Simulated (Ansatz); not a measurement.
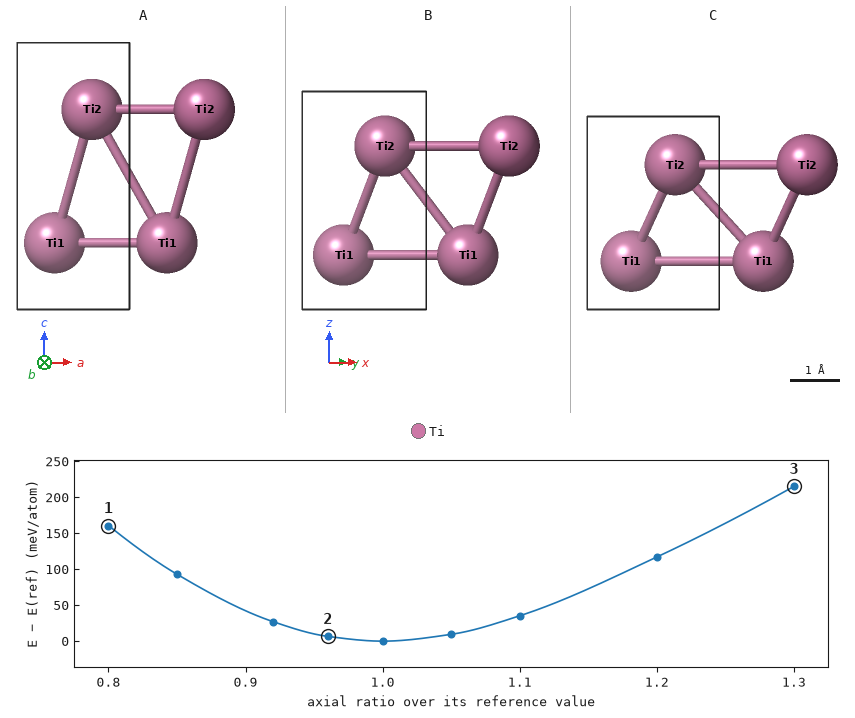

A crystal of Ti (P6_3/mmc): the ratio of the cell's length along z to its lengths across, counted as 1 for the reference, is changed at fixed volume (a c/a path), with the atoms kept at their fractional coordinates. x, y and z are the Cartesian axes of the input. The frames are shuffled; the numbered points of the plot belong to them. A ball-and-stick model of the cell of the calculation, repeated 2 × 2 × 1 with one cell outlined, seen along the b axis.

Level of theory: DFT PBE, scalar-relativistic, plane waves, PAW (Ansatz). Settings: plane-wave cutoff 420 eV; k-point mesh 24 × 24 × 14; occupations gaussian; smearing width 0.15 eV; no spin polarisation. Energies (free energies at the smearing named) are counted from the relaxed crystal.

Match the frames to the points.

Answer. Point 1 is frame C (the relative ratio 0.80, 160.9 meV/atom); 2 is frame B (the relative ratio 0.96, 6.6 meV/atom); 3 is frame A (the relative ratio 1.30, 215.3 meV/atom). The lowest computed point lies at the relative ratio 1.00 (0.0 meV/atom). The distortion keeps the space group P6_3/mmc. At the relative ratio 1.30 the cell of the drawing goes a 2.938 → 2.692 Å, b 2.938 → 2.692 Å, c 4.651 → 5.540 Å.
